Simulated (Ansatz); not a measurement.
## Run report: TaN, single-point calculation (part 2 of 3)

TaN (2 atoms in the cell); DFT r2SCAN+U+J, scalar-relativistic, plane waves, PAW, U = 4 eV, J = 0.9 eV on Ta atom 1 d, spin-polarised (Ansatz 0.2.0); cutoff 500 eV, 7×7×7 k-mesh, Gaussian smearing of 0.05 eV, collinear spins. The structure was built on a prototype by a generator; it need not be a known phase. It belongs to a series of runs on one base structure; here: random orbitals: harmonics, high filling.

Geometry of the input (Å; fractional positions):
```
0.0000  2.4911  2.4911
2.4911  0.0000  2.4911
2.4911  2.4911  0.0000
Ta 0.0000  0.0000  0.0000
N  0.2500  0.2500  0.2500
```

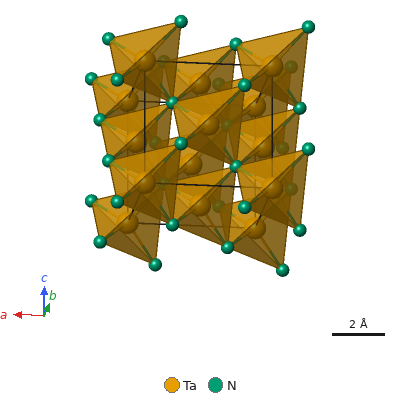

Figure 1. The structure (polyhedral view of the cell 4 times as large as that of the calculation, set on its symmetry axes, seen at an oblique angle; polyhedra are completed across the faces of the cell).

**What the program printed, continued**
```
SCF iter   1: F=—  HF=-10325.430571 eV  |F-HF|=—  |Δ(HF+E_count)|=         —  Δρ=5.89e-2 (↑5.84e-2 ↓5.89e-2)  dr2=2.37e0  dr2_τ=1.18e-1  dr2_m=5.39e-1  M=1.994 μB ∫|m|=2.003 μB  β_m=0.30  ethr=3.10e-3  ⟨swp⟩=6.0  Hψ=2924  notcnv=0
preconditioner: auto → none  [insulator: Δε(μ)=0.067 eV  Ē_g=11.425 eV  σ=0.050 eV  W_gap=0.65  n_scr=8 (ndim 8)  ℏωp=21.1 eV  f_vac=0.000  D(μ)=0.84/eV (n_scr^D=8)  ε∞_Penn≈4.4]
SCF iter   2: F=—  HF=-10325.460167 eV  |F-HF|=—  |Δ(HF+E_count)|=   2.96e-2  Δρ=3.88e-2 (↑3.85e-2 ↓3.88e-2)  dr2=3.22e-1  dr2_τ=3.46e-2  dr2_m=2.87e-1  M=1.908 μB ∫|m|=1.933 μB  β_m=0.30  ethr=3.10e-3  ⟨swp⟩=2.3  Hψ=1269  notcnv=0  defer=27  κ⁻¹=1.0e0(r=1)
SCF iter   3: F=—  HF=-10325.740882 eV  |F-HF|=—  |Δ(HF+E_count)|=   2.81e-1  Δρ=2.87e-2 (↑2.87e-2 ↓2.67e-2)  dr2=1.60e-1  dr2_τ=6.15e-3  dr2_m=1.56e-1  M=1.960 μB ∫|m|=1.985 μB  β_m=0.30  ethr=1.79e-3  ⟨swp⟩=2.1  Hψ=871  notcnv=0  defer=27  κ⁻¹=2.1e-2(r=2)
SCF iter   4: F=—  HF=-10325.868401 eV  |F-HF|=—  |Δ(HF+E_count)|=   1.28e-1  Δρ=1.99e-2 (↑1.99e-2 ↓1.62e-2)  dr2=1.85e-2  dr2_τ=3.82e-3  dr2_m=8.90e-2  M=1.906 μB ∫|m|=1.942 μB  β_m=0.30  ethr=8.90e-4  ⟨swp⟩=2.6  Hψ=974  notcnv=0  defer=27  κ⁻¹=4.2e-4(r=3)
SCF iter   5: F=—  HF=-10325.923413 eV  |F-HF|=—  |Δ(HF+E_count)|=   5.50e-2  Δρ=1.39e-2 (↑1.39e-2 ↓1.27e-2)  dr2=1.36e-2  dr2_τ=1.45e-3  dr2_m=4.66e-2  M=1.969 μB ∫|m|=1.999 μB  β_m=1.00  ethr=1.03e-4  ⟨swp⟩=2.1  Hψ=997  notcnv=0  defer=27  κ⁻¹=4.0e-4(r=4)
SCF iter   6: F=—  HF=-10325.999000 eV  |F-HF|=—  |Δ(HF+E_count)|=   7.56e-2  Δρ=2.53e-3 (↑2.52e-3 ↓2.53e-3)  dr2=3.15e-3  dr2_τ=1.38e-4  dr2_m=1.11e-3  M=1.999 μB ∫|m|=2.042 μB  β_m=0.30  ethr=7.55e-5  ⟨swp⟩=2.3  Hψ=1122  notcnv=0  defer=27  κ⁻¹=3.9e-6(r=5)
SCF iter   7: F=—  HF=-10325.999912 eV  |F-HF|=—  |Δ(HF+E_count)|=   9.12e-4  Δρ=2.35e-3 (↑2.33e-3 ↓2.35e-3)  dr2=4.04e-3  dr2_τ=3.38e-5  dr2_m=6.46e-4  M=2.000 μB ∫|m|=2.045 μB  β_m=1.00  ethr=1.75e-5  ⟨swp⟩=1.0  Hψ=647  notcnv=0  defer=27  κ⁻¹=4.7e-7(r=6)
SCF iter   8: F=—  HF=-10326.001166 eV  |F-HF|=—  |Δ(HF+E_count)|=   1.25e-3  Δρ=7.70e-4 (↑3.61e-4 ↓7.70e-4)  dr2=1.33e-4  dr2_τ=2.33e-5  dr2_m=6.85e-5  M=2.000 μB ∫|m|=2.055 μB  β_m=0.30  ethr=1.75e-5  ⟨swp⟩=2.0  Hψ=780  notcnv=0  defer=27  κ⁻¹=7.3e-8(r=7)
SCF iter   9: F=—  HF=-10326.001317 eV  |F-HF|=—  |Δ(HF+E_count)|=   1.52e-4  Δρ=4.79e-4 (↑3.96e-4 ↓4.79e-4)  dr2=8.11e-6  dr2_τ=1.53e-6  dr2_m=5.11e-5  M=2.000 μB ∫|m|=2.057 μB  β_m=0.30  ethr=7.37e-7  ⟨swp⟩=2.5  Hψ=848  notcnv=0  defer=27  κ⁻¹=3.7e-9(r=8)
SCF iter  10: F=—  HF=-10326.001435 eV  |F-HF|=—  |Δ(HF+E_count)|=   1.18e-4  Δρ=4.00e-4 (↑3.45e-4 ↓4.00e-4)  dr2=2.69e-6  dr2_τ=7.29e-7  dr2_m=3.84e-5  M=2.000 μB ∫|m|=2.058 μB  β_m=1.20  ethr=4.51e-8  ⟨swp⟩=2.0  Hψ=918  notcnv=0  defer=27
Mixer restart at iter 10: flushing history
spin-set hold released at iteration 10 (site moments contracting): the magnetisation degrees of freedom join the quasi-Newton model from the next iteration; the mixer history was flushed
SCF iter  11: F=—  HF=-10326.001574 eV  |F-HF|=—  |Δ(HF+E_count)|=   1.39e-4  Δρ=2.14e-4 (↑2.14e-4 ↓1.33e-4)  dr2=8.96e-6  dr2_τ=1.44e-6  dr2_m=7.45e-6  M=2.000 μB ∫|m|=2.063 μB  β_m=1.20  ethr=1.49e-8  ⟨swp⟩=3.0  Hψ=1042  notcnv=0  defer=27  κ⁻¹=1.0e0(r=1)
SCF iter  12: F=—  HF=-10326.001606 eV  |F-HF|=—  |Δ(HF+E_count)|=   3.26e-5  Δρ=1.09e-4 (↑1.09e-4 ↓8.03e-5)  dr2=6.43e-6  dr2_τ=3.14e-7  dr2_m=1.44e-6  M=2.000 μB ∫|m|=2.065 μB  β_m=1.20  ethr=1.49e-8  ⟨swp⟩=2.5  Hψ=929  notcnv=0  defer=27  κ⁻¹=1.2e-1(r=2)
SCF iter  13: F=—  HF=-10326.001633 eV  |F-HF|=—  |Δ(HF+E_count)|=   2.66e-5  Δρ=4.65e-5 (↑4.65e-5 ↓3.88e-5)  dr2=1.99e-6  dr2_τ=4.43e-8  dr2_m=1.21e-7  M=2.000 μB ∫|m|=2.067 μB  β_m=1.20  ethr=1.49e-8  ⟨swp⟩=2.1  Hψ=899  notcnv=0  defer=27  κ⁻¹=7.0e-6(r=3)
Mixer restart at iter 13: flushing history
SCF iter  14: F=-10326.512479 eV  HF=-10326.001634 eV  |F-HF|=5.11e-1  |Δ(HF+E_count)|=         —  Δρ=4.66e-5 (↑4.66e-5 ↓3.88e-5)  dr2=2.00e-6  dr2_τ=4.44e-8  dr2_m=1.21e-7  M=2.000 μB ∫|m|=2.067 μB  β_m=1.20  ethr=1.11e-8  ⟨swp⟩=1.0  Hψ=533  notcnv=0  defer=27
SCF iter  15: F=-10326.560875 eV  HF=-10326.271464 eV  |F-HF|=2.89e-1  |Δ(HF+E_count)|=   2.70e-1  Δρ=3.62e-3 (↑3.62e-3 ↓1.21e-3)  dr2=8.40e-3  dr2_τ=1.71e-4  dr2_m=4.61e-4  M=2.000 μB ∫|m|=2.091 μB  β_m=1.20  ethr=1.11e-8  ⟨swp⟩=4.5  Hψ=1312  notcnv=0  defer=27  κ⁻¹=1.0e0(r=1)
SCF iter  16: F=-10326.635700 eV  HF=-10326.609697 eV  |F-HF|=2.60e-2  |Δ(HF+E_count)|=   3.38e-1  Δρ=4.12e-3 (↑4.12e-3 ↓2.59e-3)  dr2=6.63e-3  dr2_τ=9.58e-4  dr2_m=5.66e-4  M=1.986 μB ∫|m|=2.166 μB  β_m=1.20  ethr=1.11e-8  ⟨swp⟩=5.5  Hψ=2032  notcnv=0  defer=27  κ⁻¹=7.0e-2(r=2)
SCF iter  17: F=-10326.652475 eV  HF=-10326.638895 eV  |F-HF|=1.36e-2  |Δ(HF+E_count)|=   2.92e-2  Δρ=4.25e-3 (↑4.25e-3 ↓2.80e-3)  dr2=8.85e-3  dr2_τ=1.07e-4  dr2_m=2.44e-4  M=1.964 μB ∫|m|=2.176 μB  β_m=1.20  ethr=1.11e-8  ⟨swp⟩=4.0  Hψ=1755  notcnv=0  defer=25  κ⁻¹=6.8e-3(r=3)
SCF iter  18: F=-10326.658272 eV  HF=-10326.647158 eV  |F-HF|=1.11e-2  |Δ(HF+E_count)|=   8.26e-3  Δρ=3.50e-3 (↑3.50e-3 ↓2.61e-3)  dr2=6.82e-3  dr2_τ=4.67e-5  dr2_m=7.60e-5  M=1.954 μB ∫|m|=2.175 μB  β_m=1.20  ethr=1.11e-8  ⟨swp⟩=4.0  Hψ=1477  notcnv=0  defer=25  κ⁻¹=1.5e-3(r=4)
SCF iter  19: F=-10326.675314 eV  HF=-10326.674299 eV  |F-HF|=1.02e-3  |Δ(HF+E_count)|=   2.71e-2  Δρ=1.05e-3 (↑1.05e-3 ↓8.52e-4)  dr2=4.52e-4  dr2_τ=1.13e-5  dr2_m=4.37e-5  M=1.906 μB ∫|m|=2.166 μB  β_m=1.20  ethr=1.11e-8  ⟨swp⟩=5.7  Hψ=1969  notcnv=0  defer=25  κ⁻¹=2.6e-4(r=5)
SCF iter  20: F=-10326.677511 eV  HF=-10326.676293 eV  |F-HF|=1.22e-3  |Δ(HF+E_count)|=   1.99e-3  Δρ=1.12e-3 (↑1.12e-3 ↓8.88e-4)  dr2=3.24e-4  dr2_τ=2.94e-5  dr2_m=1.36e-4  M=1.868 μB ∫|m|=2.133 μB  β_m=1.20  ethr=1.11e-8  ⟨swp⟩=3.5  Hψ=1457  notcnv=0  defer=25  κ⁻¹=2.4e-4(r=6)
SCF iter  21: F=-10326.679540 eV  HF=-10326.677325 eV  |F-HF|=2.21e-3  |Δ(HF+E_count)|=   1.03e-3  Δρ=1.58e-3 (↑1.58e-3 ↓1.16e-3)  dr2=6.08e-4  dr2_τ=6.00e-5  dr2_m=3.18e-4  M=1.835 μB ∫|m|=2.100 μB  β_m=1.20  ethr=1.11e-8  ⟨swp⟩=3.0  Hψ=1052  notcnv=0  defer=25  κ⁻¹=1.5e-4(r=7)
SCF iter  22: F=-10326.676179 eV  HF=-10326.675538 eV  |F-HF|=6.41e-4  |Δ(HF+E_count)|=   1.79e-3  Δρ=1.20e-3 (↑1.20e-3 ↓6.45e-4)  dr2=3.43e-4  dr2_τ=3.06e-5  dr2_m=1.71e-4  M=1.901 μB ∫|m|=2.164 μB  β_m=1.20  ethr=1.11e-8  ⟨swp⟩=4.0  Hψ=1430  notcnv=0  defer=25  κ⁻¹=2.6e-5(r=8)
SCF iter  23: F=-10326.675778 eV  HF=-10326.675201 eV  |F-HF|=5.77e-4  |Δ(HF+E_count)|=   3.37e-4  Δρ=1.13e-3 (↑1.13e-3 ↓6.80e-4)  dr2=2.98e-4  dr2_τ=2.75e-5  dr2_m=1.75e-4  M=1.920 μB ∫|m|=2.186 μB  β_m=1.20  ethr=1.11e-8  ⟨swp⟩=4.0  Hψ=1318  notcnv=0  defer=25  κ⁻¹=3.2e-5(r=8)
SCF iter  24: F=-10326.675354 eV  HF=-10326.674661 eV  |F-HF|=6.93e-4  |Δ(HF+E_count)|=   5.40e-4  Δρ=1.24e-3 (↑1.24e-3 ↓8.08e-4)  dr2=3.43e-4  dr2_τ=3.52e-5  dr2_m=2.28e-4  M=1.934 μB ∫|m|=2.202 μB  β_m=1.20  ethr=1.11e-8  ⟨swp⟩=3.3  Hψ=1073  notcnv=0  defer=25  κ⁻¹=6.5e-5(r=8)
SCF iter  25: F=-10326.675093 eV  HF=-10326.674306 eV  |F-HF|=7.87e-4  |Δ(HF+E_count)|=   3.55e-4  Δρ=1.31e-3 (↑1.31e-3 ↓8.66e-4)  dr2=3.77e-4  dr2_τ=3.99e-5  dr2_m=2.58e-4  M=1.939 μB ∫|m|=2.209 μB  β_m=1.20  ethr=1.11e-8  ⟨swp⟩=2.7  Hψ=938  notcnv=0  defer=25  κ⁻¹=5.2e-5(r=8)
SCF iter  26: F=-10326.676103 eV  HF=-10326.675573 eV  |F-HF|=5.30e-4  |Δ(HF+E_count)|=   1.27e-3  Δρ=1.10e-3 (↑1.10e-3 ↓7.30e-4)  dr2=2.73e-4  dr2_τ=2.82e-5  dr2_m=1.81e-4  M=1.917 μB ∫|m|=2.183 μB  β_m=1.20  ethr=1.11e-8  ⟨swp⟩=3.6  Hψ=1207  notcnv=0  defer=25  κ⁻¹=5.3e-6(r=8)
SCF iter  27: F=-10326.676679 eV  HF=-10326.676078 eV  |F-HF|=6.01e-4  |Δ(HF+E_count)|=   5.05e-4  Δρ=1.17e-3 (↑1.17e-3 ↓7.81e-4)  dr2=3.16e-4  dr2_τ=3.26e-5  dr2_m=2.05e-4  M=1.901 μB ∫|m|=2.165 μB  β_m=1.20  ethr=1.11e-8  ⟨swp⟩=3.0  Hψ=1037  notcnv=0  defer=25  κ⁻¹=5.8e-5(r=8)
SCF iter  28: F=-10326.671563 eV  HF=-10326.669523 eV  |F-HF|=2.04e-3  |Δ(HF+E_count)|=   6.55e-3  Δρ=2.39e-3 (↑2.39e-3 ↓1.75e-3)  dr2=1.32e-3  dr2_τ=1.42e-4  dr2_m=9.48e-4  M=1.997 μB ∫|m|=2.286 μB  β_m=1.20  ethr=1.11e-8  ⟨swp⟩=4.8  Hψ=1665  notcnv=0  defer=25  κ⁻¹=2.1e-5(r=8)
SCF iter  29: F=-10326.682269 eV  HF=-10326.678964 eV  |F-HF|=3.30e-3  |Δ(HF+E_count)|=   9.44e-3  Δρ=2.50e-3 (↑2.50e-3 ↓1.88e-3)  dr2=1.39e-3  dr2_τ=1.57e-4  dr2_m=1.06e-3  M=1.810 μB ∫|m|=2.071 μB  β_m=1.20  ethr=1.11e-8  ⟨swp⟩=4.6  Hψ=1810  notcnv=0  defer=25  κ⁻¹=2.2e-5(r=8)
SCF iter  30: F=-10326.709410 eV  HF=-10326.700253 eV  |F-HF|=9.16e-3  |Δ(HF+E_count)|=   2.13e-2  Δρ=3.80e-3 (↑3.80e-3 ↓3.09e-3)  dr2=3.69e-3  dr2_τ=3.78e-4  dr2_m=2.65e-3  M=1.609 μB ∫|m|=1.862 μB  β_m=1.20  ethr=1.11e-8  ⟨swp⟩=4.7  Hψ=1694  notcnv=0  defer=25  κ⁻¹=1.0e-5(r=8)
SCF iter  31: F=-10326.738397 eV  HF=-10326.729774 eV  |F-HF|=8.62e-3  |Δ(HF+E_count)|=   2.95e-2  Δρ=4.05e-3 (↑4.05e-3 ↓2.76e-3)  dr2=3.56e-3  dr2_τ=3.88e-4  dr2_m=2.54e-3  M=1.436 μB ∫|m|=1.656 μB  β_m=1.20  ethr=1.11e-8  ⟨swp⟩=5.0  Hψ=1732  notcnv=0  defer=25  κ⁻¹=1.0e-5(r=8)
SCF iter  32: F=-10326.731165 eV  HF=-10326.717968 eV  |F-HF|=1.32e-2  |Δ(HF+E_count)|=   1.18e-2  Δρ=4.82e-3 (↑4.82e-3 ↓3.55e-3)  dr2=5.14e-3  dr2_τ=5.75e-4  dr2_m=3.87e-3  M=1.471 μB ∫|m|=1.709 μB  β_m=1.20  ethr=1.11e-8  ⟨swp⟩=3.9  Hψ=1612  notcnv=0  defer=25  κ⁻¹=7.1e-6(r=8)
SCF iter  33: F=-10326.759319 eV  HF=-10326.751008 eV  |F-HF|=8.31e-3  |Δ(HF+E_count)|=   3.30e-2  Δρ=4.47e-3 (↑4.47e-3 ↓2.61e-3)  dr2=4.32e-3  dr2_τ=4.42e-4  dr2_m=2.79e-3  M=1.326 μB ∫|m|=1.524 μB  β_m=1.20  ethr=1.11e-8  ⟨swp⟩=5.2  Hψ=1779  notcnv=0  defer=25  κ⁻¹=5.4e-5(r=8)
SCF iter  34: F=-10326.757286 eV  HF=-10326.747288 eV  |F-HF|=1.00e-2  |Δ(HF+E_count)|=   3.72e-3  Δρ=4.82e-3 (↑4.82e-3 ↓2.95e-3)  dr2=4.83e-3  dr2_τ=5.28e-4  dr2_m=3.40e-3  M=1.329 μB ∫|m|=1.535 μB  β_m=1.20  ethr=1.11e-8  ⟨swp⟩=3.5  Hψ=1369  notcnv=0  defer=25  κ⁻¹=6.7e-5(r=8)
SCF iter  35: F=-10326.755051 eV  HF=-10326.741756 eV  |F-HF|=1.33e-2  |Δ(HF+E_count)|=   5.53e-3  Δρ=5.43e-3 (↑5.43e-3 ↓3.50e-3)  dr2=5.99e-3  dr2_τ=6.90e-4  dr2_m=4.52e-3  M=1.331 μB ∫|m|=1.547 μB  β_m=1.20  ethr=1.11e-8  ⟨swp⟩=3.7  Hψ=1241  notcnv=0  defer=25  κ⁻¹=6.4e-5(r=8)
SCF iter  36: F=-10326.747279 eV  HF=-10326.734433 eV  |F-HF|=1.28e-2  |Δ(HF+E_count)|=   7.32e-3  Δρ=5.10e-3 (↑5.10e-3 ↓3.50e-3)  dr2=5.25e-3  dr2_τ=6.29e-4  dr2_m=4.20e-3  M=1.376 μB ∫|m|=1.595 μB  β_m=1.20  ethr=1.11e-8  ⟨swp⟩=4.2  Hψ=1305  notcnv=0  defer=25  κ⁻¹=2.9e-5(r=8)
SCF iter  37: F=-10326.660560 eV  HF=-10326.599685 eV  |F-HF|=6.09e-2  |Δ(HF+E_count)|=   1.35e-1  Δρ=7.89e-3 (↑7.89e-3 ↓6.72e-3)  dr2=1.28e-2  dr2_τ=1.65e-3  dr2_m=1.24e-2  M=2.000 μB ∫|m|=2.364 μB  β_m=1.20  ethr=1.11e-8  ⟨swp⟩=6.1  Hψ=2257  notcnv=0  defer=25  κ⁻¹=1.2e-5(r=8)
SCF iter  38: F=-10326.671185 eV  HF=-10326.669133 eV  |F-HF|=2.05e-3  |Δ(HF+E_count)|=   6.94e-2  Δρ=2.81e-3 (↑2.81e-3 ↓2.54e-3)  dr2=2.43e-3  dr2_τ=2.11e-4  dr2_m=1.61e-3  M=1.997 μB ∫|m|=2.290 μB  β_m=1.20  ethr=1.11e-8  ⟨swp⟩=4.8  Hψ=1984  notcnv=0  defer=25  κ⁻¹=6.8e-6(r=8)
SCF iter  39: F=-10326.705476 eV  HF=-10326.693387 eV  |F-HF|=1.21e-2  |Δ(HF+E_count)|=   2.43e-2  Δρ=4.44e-3 (↑4.44e-3 ↓3.70e-3)  dr2=4.62e-3  dr2_τ=5.19e-4  dr2_m=3.78e-3  M=1.627 μB ∫|m|=1.891 μB  β_m=1.20  ethr=1.11e-8  ⟨swp⟩=5.8  Hψ=1920  notcnv=0  defer=25  κ⁻¹=6.1e-6(r=8)
SCF iter  40: F=-10326.707798 eV  HF=-10326.695207 eV  |F-HF|=1.26e-2  |Δ(HF+E_count)|=   1.82e-3  Δρ=4.41e-3 (↑4.41e-3 ↓3.80e-3)  dr2=4.85e-3  dr2_τ=5.17e-4  dr2_m=3.83e-3  M=1.614 μB ∫|m|=1.877 μB  β_m=1.20  ethr=1.11e-8  ⟨swp⟩=3.2  Hψ=1374  notcnv=0  defer=25  κ⁻¹=7.3e-6(r=8)
SCF iter  41: F=-10326.674286 eV  HF=-10326.673329 eV  |F-HF|=9.57e-4  |Δ(HF+E_count)|=   2.19e-2  Δρ=1.51e-3 (↑1.51e-3 ↓1.24e-3)  dr2=4.31e-4  dr2_τ=5.92e-5  dr2_m=4.59e-4  M=1.964 μB ∫|m|=2.237 μB  β_m=1.20  ethr=1.11e-8  ⟨swp⟩=5.4  Hψ=1832  notcnv=0  defer=25  κ⁻¹=7.5e-6(r=8)
SCF iter  42: F=-10326.669098 eV  HF=-10326.663414 eV  |F-HF|=5.68e-3  |Δ(HF+E_count)|=   9.92e-3  Δρ=4.14e-3 (↑4.14e-3 ↓3.45e-3)  dr2=3.94e-3  dr2_τ=4.42e-4  dr2_m=3.28e-3  M=2.000 μB ∫|m|=2.309 μB  β_m=1.20  ethr=1.11e-8  ⟨swp⟩=4.6  Hψ=1809  notcnv=0  defer=25  κ⁻¹=8.3e-6(r=8)
SCF iter  43: F=-10326.674333 eV  HF=-10326.673377 eV  |F-HF|=9.57e-4  |Δ(HF+E_count)|=   9.96e-3  Δρ=1.52e-3 (↑1.52e-3 ↓1.19e-3)  dr2=4.48e-4  dr2_τ=6.02e-5  dr2_m=4.36e-4  M=1.962 μB ∫|m|=2.234 μB  ethr=1.11e-8  ⟨swp⟩=4.8  Hψ=1725  notcnv=0  defer=25
Mixer restart at iter 43: flushing history
iter 44 has the input of iteration 33 again, and its energy change is against the last iteration that had it
SCF iter  44: F=-10326.759318 eV  HF=-10326.751007 eV  |F-HF|=8.31e-3  |Δ(HF+E_count)|=   3.51e-7  Δρ=4.47e-3 (↑4.47e-3 ↓2.61e-3)  dr2=4.32e-3  dr2_τ=4.42e-4  dr2_m=2.79e-3  M=1.326 μB ∫|m|=1.524 μB  ethr=1.11e-8  ⟨swp⟩=4.1  Hψ=5002  notcnv=0
Mixer restart at iter 44: flushing history
iteration 44: the SCF's residuals had fallen too slowly under its mixing. It goes on by minimising its free energy, and can end on another state than longer mixing would; under `scf.algorithm: density_mixing` no SCF does so, but by `scf.convergence.dm_fallback`
SCF iter  45: F=-10326.876374 eV  HF=-10326.892614 eV  |F-HF|=1.62e-2  |Δ(HF+E_count)|=   1.42e-1  Δρ=4.63e-3 (↑4.63e-3 ↓3.09e-3)  dr2=2.08e-2  dr2_τ=1.39e-3  dr2_m=7.61e-4  M=0.616 μB ∫|m|=0.779 μB  ethr=1.11e-8  ⟨swp⟩=3.9  Hψ=5274  notcnv=0
SCF iter  46: F=-10326.893600 eV  HF=-10326.893331 eV  |F-HF|=2.69e-4  |Δ(HF+E_count)|=   7.18e-4  Δρ=1.63e-3 (↑1.63e-3 ↓1.02e-3)  dr2=8.78e-4  dr2_τ=8.21e-5  dr2_m=3.72e-4  M=0.454 μB ∫|m|=0.645 μB  ethr=1.11e-8  ⟨swp⟩=4.8  Hψ=3469  notcnv=0
SCF iter  47: F=-10326.894822 eV  HF=-10326.894836 eV  |F-HF|=1.40e-5  |Δ(HF+E_count)|=   1.50e-3  Δρ=2.46e-4 (↑2.46e-4 ↓2.20e-4)  dr2=4.86e-5  dr2_τ=1.50e-6  dr2_m=6.46e-6  M=0.436 μB ∫|m|=0.603 μB  ethr=1.11e-8  ⟨swp⟩=3.8  Hψ=2977  notcnv=0
SCF iter  48: F=-10326.901602 eV  HF=-10326.901630 eV  |F-HF|=2.84e-5  |Δ(HF+E_count)|=   6.79e-3  Δρ=3.32e-4 (↑2.57e-4 ↓3.32e-4)  dr2=6.32e-5  dr2_τ=6.59e-6  dr2_m=1.20e-5  M=0.303 μB ∫|m|=0.441 μB  ethr=1.11e-8  ⟨swp⟩=4.2  Hψ=3240  notcnv=0
SCF iter  49: F=-10326.901653 eV  HF=-10326.901654 eV  |F-HF|=1.33e-6  |Δ(HF+E_count)|=   2.38e-5  Δρ=6.49e-5 (↑6.49e-5 ↓4.01e-5)  dr2=2.39e-6  dr2_τ=2.19e-7  dr2_m=3.46e-7  M=0.303 μB ∫|m|=0.435 μB  ethr=1.11e-8  ⟨swp⟩=3.0  Hψ=2615  notcnv=0
```
